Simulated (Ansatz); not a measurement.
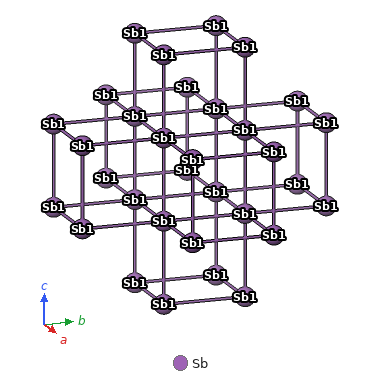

The system is Sb (Pm-3m, No. 221; 1 atom in the cell); the picture shows the reference structure. 
- The cell is strained homogeneously, by one strain along x and y and another along z, with fractional coordinates fixed (x, y and z along the cube axes).
- First axis: strain along x and y. Second axis: strain along z.
- The scan uses a 5 × 5 grid.
- Points are written as (first, second).
- All energies are given in meV/atom relative to the lowest grid point.
- The reference cell is the one listed in the database, not relaxed at this level.
- The calculation used DFT PBEsol, scalar-relativistic, plane waves, PAW (Ansatz). Settings: cutoff 420 eV, k-mesh 16×16×16, gaussian smearing 0.15 eV, no spin polarisation.

Its coordinates:

```xyz
1
Lattice="3.1600 0.0000 0.0000 0.0000 3.1600 0.0000 0.0000 0.0000 3.1600" Properties=species:S:1:pos:R:3 pbc="T T T"
Sb    0.0000    0.0000    0.0000
```

Range: strain along x and y from −5.0 to 5.0 %; strain along z from −5.0 to 5.0 %.

### What landscape does the calculation give?

The lowest grid point is at (−2.5 %, −2.5 %). It is the only kind of minimum in the scanned range. The highest grid point, (5.0 %, 5.0 %), lies 268 meV/atom above the lowest.

| strain along z ↓, strain along x and y → | −5.0 | −2.5 | 0.0 | 2.5 | 5.0 |
| --- | --- | --- | --- | --- | --- |
| 5.0 | 73 | 75 | 114 | 181 | 268 |
| 2.5 | 42 | 40 | 76 | 140 | 223 |
| 0.0 | 20 | 14 | 47 | 107 | 186 |
| −2.5 | 10 | 0 | 29 | 83 | 160 |
| −5.0 | 17 | 3 | 25 | 76 | 151 |

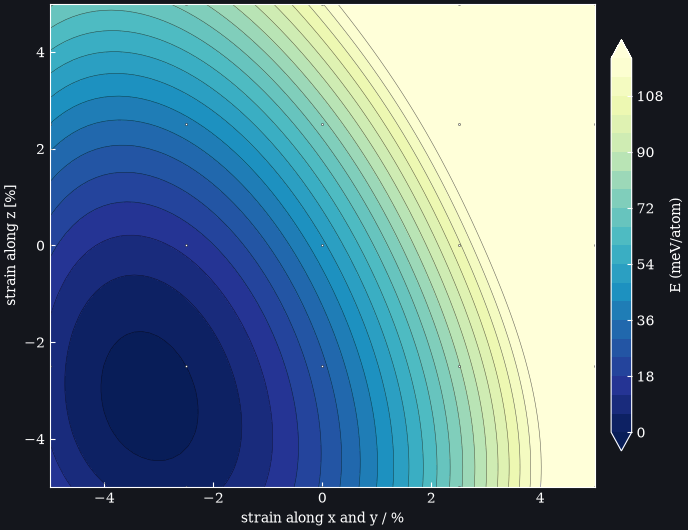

The picture shows filled contours, dots at the grid points, one colour for all values above the top of the scale. Between grid points the surface is interpolated.
